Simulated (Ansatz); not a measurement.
System: Ti (slab).

```cif
data_structure
_symmetry_space_group_name_H-M 'P 1'
_symmetry_Int_Tables_number 1
_cell_length_a 2.9004
_cell_length_b 4.5910
_cell_length_c 25.8847
_cell_angle_alpha 90.000
_cell_angle_beta 90.000
_cell_angle_gamma 90.000
_cell_volume 344.68
loop_
_atom_site_label
_atom_site_type_symbol
_atom_site_fract_x
_atom_site_fract_y
_atom_site_fract_z
_atom_site_occupancy
Ti1 Ti 0.00000 0.75000 0.28975 1
Ti2 Ti 0.50000 0.25000 0.32209 1
Ti3 Ti 0.50000 0.75000 0.38679 1
Ti4 Ti 0.00000 0.25000 0.41913 1
Ti5 Ti 0.00000 0.75000 0.48383 1
Ti6 Ti 0.50000 0.25000 0.51617 1
Ti7 Ti 0.50000 0.75000 0.58087 1
Ti8 Ti 0.00000 0.25000 0.61321 1
Ti9 Ti 0.00000 0.75000 0.67791 1
Ti10 Ti 0.50000 0.25000 0.71025 1
```

Computed without spin polarisation.

All numbers below come from DFT PBEsol, scalar-relativistic, plane waves, PAW in Ansatz 0.2.0.

> Predict the valence pseudo-density and electron localisation function between the atoms.

Ti–Ti (2.90 Å): ρ is about 0.2 e/Å³ halfway; the ELF is about 0.30 at the midpoint; no localised pair shows between them.

> Does the calculation make it a metal, or give it a gap?

It is metallic or semimetallic at this level of theory: no gap opens.

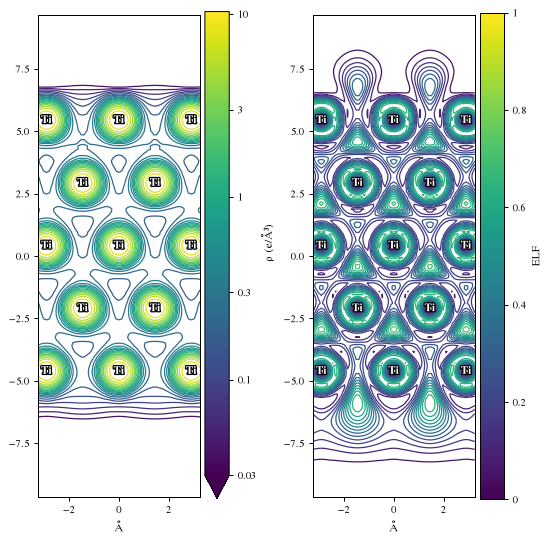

Computed valence pseudo-density and electron localisation function on the (010) plane of the calculation cell, a cut from vacuum to vacuum, in this order. 

Core electrons are frozen (PAW), and the valence fields are smoothed inside the atomic spheres.
